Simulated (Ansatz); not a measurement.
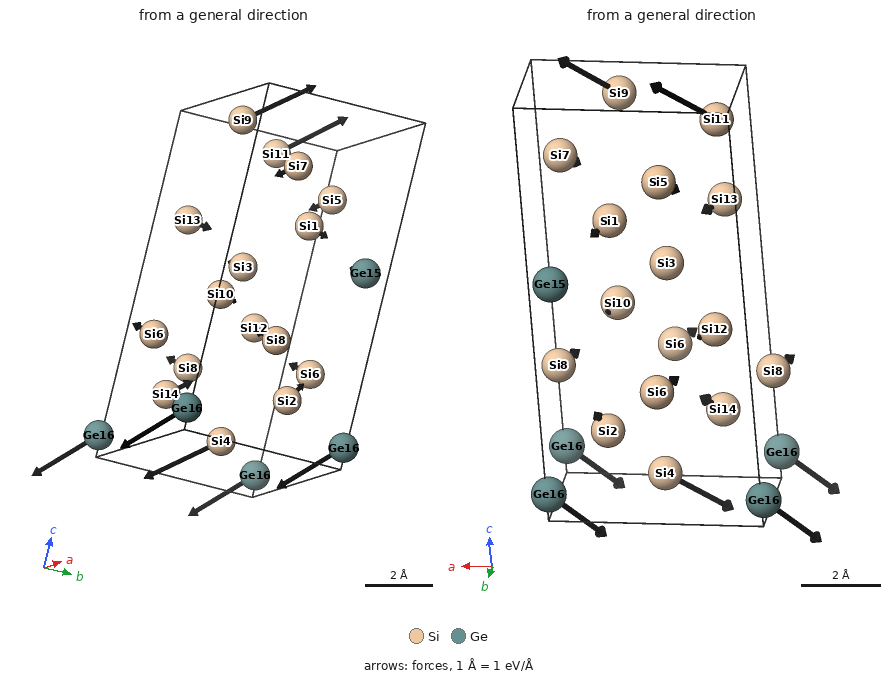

Figure: spheres-only view from two general directions. Lines trace the edges of the simulation cell. The arrows are the computed forces on the atoms.

System: Si₇Ge. Theory: DFT PBEsol, scalar-relativistic, plane waves, PAW (Ansatz 0.2.0). Numerical settings: an energy cutoff of 420 eV, 6×6×3 k-mesh, Gaussian smearing of 0.03 eV, no spin polarisation.

Would an optimiser stop at this geometry?

No. The atoms still feel forces of up to about 2.2 eV/Å, far above a usual threshold of 0.01 to 0.03 eV/Å.

The structure was taken from a structure listed in the Materials Project. The cell was then strained or its atoms displaced on purpose. It was run through Ansatz as a DFT input.
